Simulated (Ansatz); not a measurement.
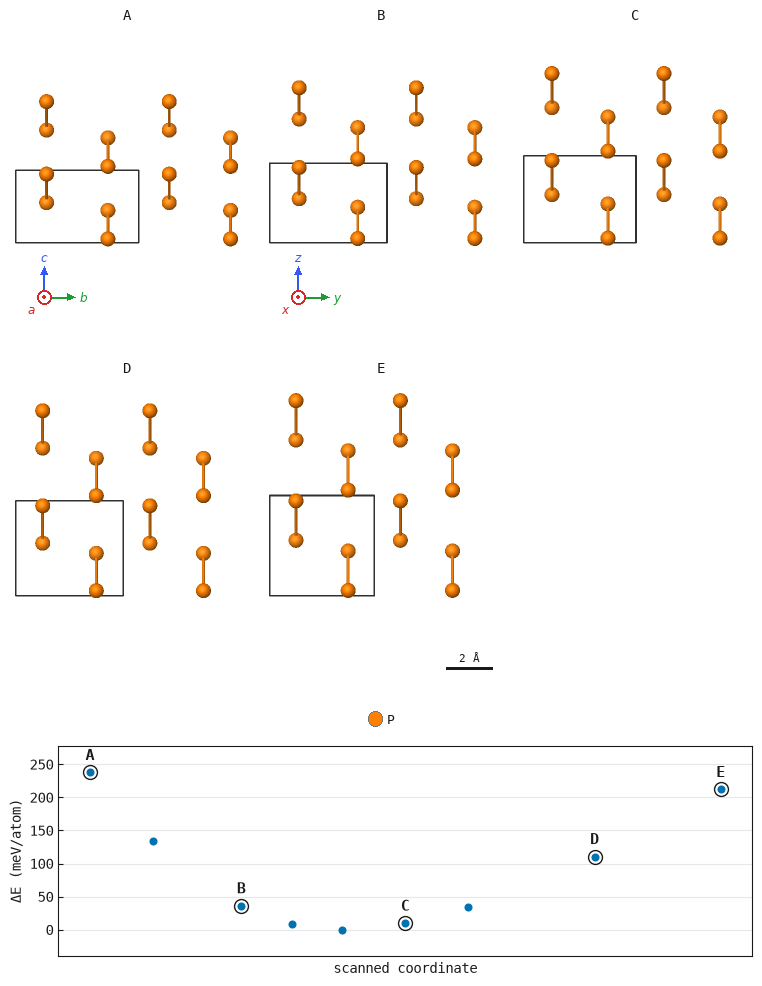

A scan of a crystal of P (Imma) along one coordinate. x, y and z are the Cartesian axes of the input. Style: ball-and-stick. Shown: the conventional cell (2 times the calculation's cell), repeated 2 × 2 × 2 with one cell outlined, along the a axis. Lengths and directions refer to the drawn axes.

Method: DFT PBEsol, scalar-relativistic, plane waves, PAW in Ansatz 0.2.0. Settings: plane-wave cutoff 420 eV; k-point mesh 20 × 20 × 20; occupations gaussian; smearing width 0.15 eV; no spin polarisation. Energies (free energies at the smearing named) are counted from the cell as listed in its source, which wasn't relaxed.

Which coordinate changes from frame to frame?

Answer. The ratio of the cell's length along z to its lengths across, counted as 1 for the reference, is changed at fixed volume (a c/a path), with the atoms kept at their fractional coordinates. In the frames the relative ratio is 0.80 (A), 0.92 (B), 1.05 (C), 1.20 (D), 1.30 (E). The lowest computed point lies at the relative ratio 1.00 (0.0 meV/atom). The end points stand at 237.7 meV/atom (0.80) and 211.9 meV/atom (1.30). The unrelaxed reference is under a pressure of −0.8 GPa. The distortion keeps the space group Imma. At the relative ratio 1.30 the cell of the drawing goes a 3.383 → 3.100 Å, b 5.030 → 4.609 Å, c 3.718 → 4.429 Å.
